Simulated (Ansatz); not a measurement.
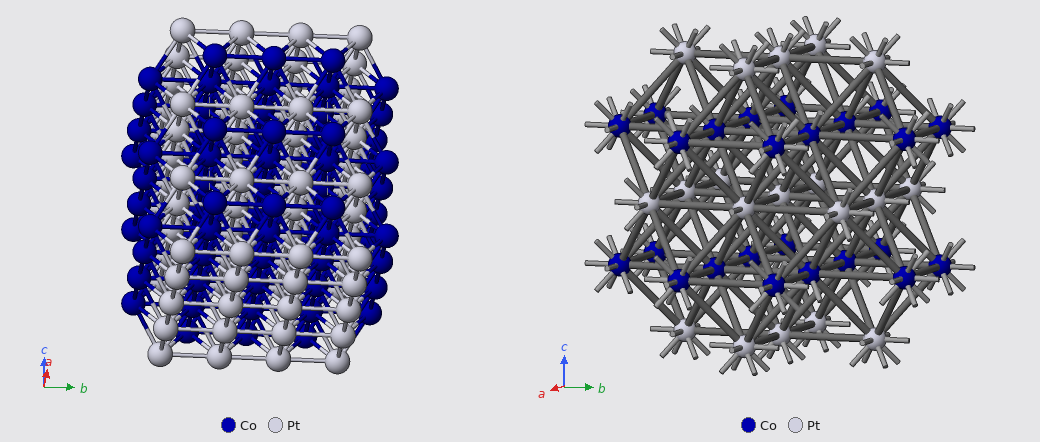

Left: the structure. Right: its underlying net. Nodes are coloured by element. Short stubs are edges that leave the cut-out.

The compound is CoPt (space group P4/mmm, No. 123), taken as the geometry relaxed at a target pressure of 3 GPa with DFT PBEsol, scalar-relativistic, plane waves, PAW in Ansatz 0.2.0.

Bonds are taken as Co–Co below 3 Å, Co–Pt below 2.9 Å and Pt–Pt below 3 Å. Simplification: prune 0- and 1-connected atoms, fold 2-connected ones into links.

The result is a uninodal 12-connected, three-periodic net: Co and Pt are 12-connected nodes. It is the fcu net, known from cubic close packing. It is a single net, without interpenetration.

```
     node  links  point symbol                  coordination sequence
Co and Pt     12    3²⁴·4³⁶·5⁶  12 42 92 162 252 362 492 642 812 1002
```
